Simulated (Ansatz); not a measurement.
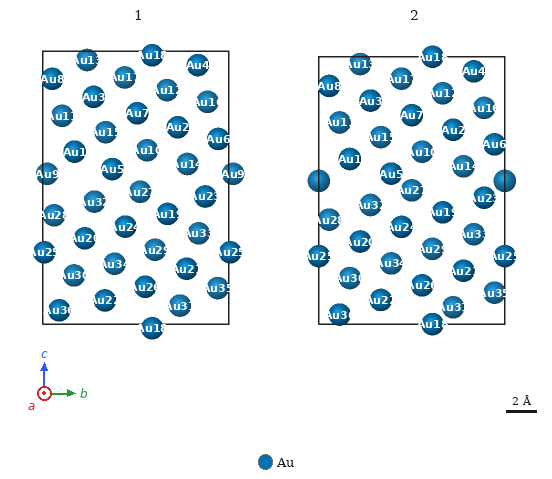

Two geometries of an interface cell of composition Au, drawn at one scale. One is the start of a relaxation, the other its converged end. Style: spheres-only. Shown: the cell of the calculation (origin shifted), along the a axis.

All numbers below come from DFT PBE, scalar-relativistic, plane waves, PAW (Ansatz). Settings: plane-wave cutoff 420 eV; k-point mesh 12 × 4 × 2; occupations gaussian; smearing width 0.1 eV; no spin polarisation; cell relaxed at fixed a, b, alpha, beta, gamma; force threshold 0.02 eV/Å; at most 60 steps.

**Which geometry has the lower energy?**

Structure 1 is the relaxed one. Case: symmetric tilt boundary Sigma 9 (4 1 1), mirror between planes, shift [0, 0.5]. After 4 accepted moves (5 points after the start) the energy has fallen by 8.806 eV per cell of the calculation. The largest force component goes from 7.8 to 0.005 eV/Å. Pressure: 10.05 GPa at the start and −0.22 GPa at the end. At 1 point the geometry stayed and the basis and grid were re-selected for the new cell (energy shift of 4.3 meV per cell of the calculation at most each time). The largest moves relative to the cell, 0.40 Å, are those of Au9, Au18, Au27 and Au36. Au27 goes along [0 3 −2]. The volume changes by +2.1 %, with a unchanged at 2.940 Å, b unchanged at 12.474 Å, c 17.941 → 18.314 Å (+2.1 %). Some distances before and after: Au5–Au27 2.313 → 2.820 Å, Au13–Au36 2.317 → 2.820 Å, Au22–Au36 2.940 → 3.138 Å, Au11–Au15 2.940 → 3.125 Å. Cost: 20 min on 4 threads of AMD EPYC 9R45 96-Core Processor (Zen 5) (shared host), peak memory 9.4 GiB.
